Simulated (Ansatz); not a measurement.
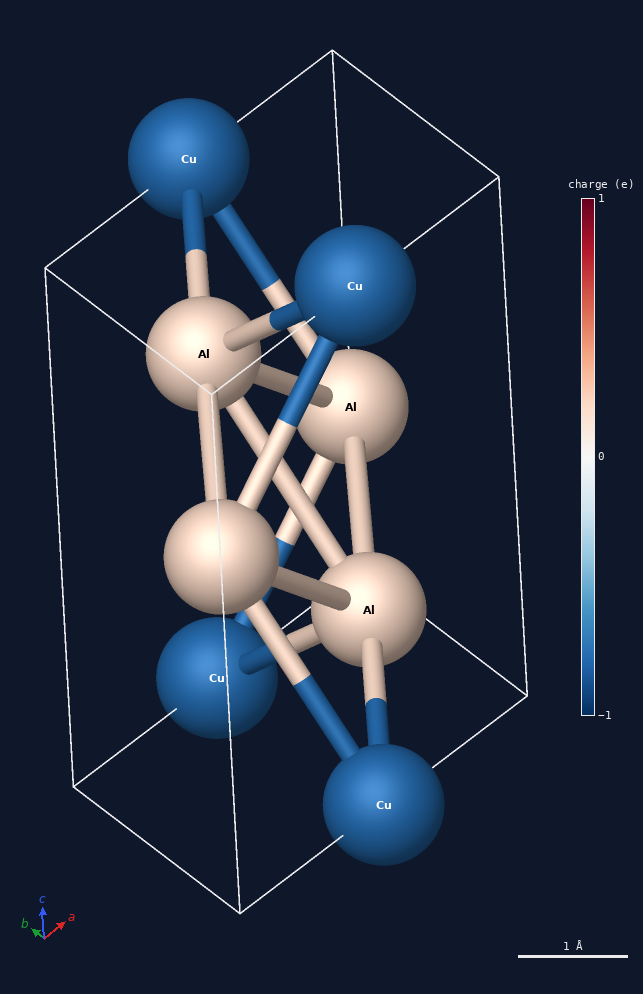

The figure gives a ball-and-stick picture of the atoms, viewed slightly off an axis. Lines trace the edges of the cell (the run's own, in a reduced setting). The atoms of this Al₄Cu cell are coloured by their Bader charge.

Level of theory and settings: Ansatz 0.2.0, DFT PBE, scalar-relativistic, plane waves, PAW, E_cut = 420 eV, k-points about 0.16 Å⁻¹ apart, Gaussian smearing of 0.1 eV, no spin polarisation.

Question: Which atoms are positive and which negative?

Answer: Most positive: Al; most negative: Cu. Charges: about Al +0.2 e; Cu -0.8 e.

The initial geometry was a structure type filled with these elements by a generator (whether the compound takes this form wasn't checked). Earlier steps of the study may have refined or changed the cell and positions. It went into a calculation with Ansatz.
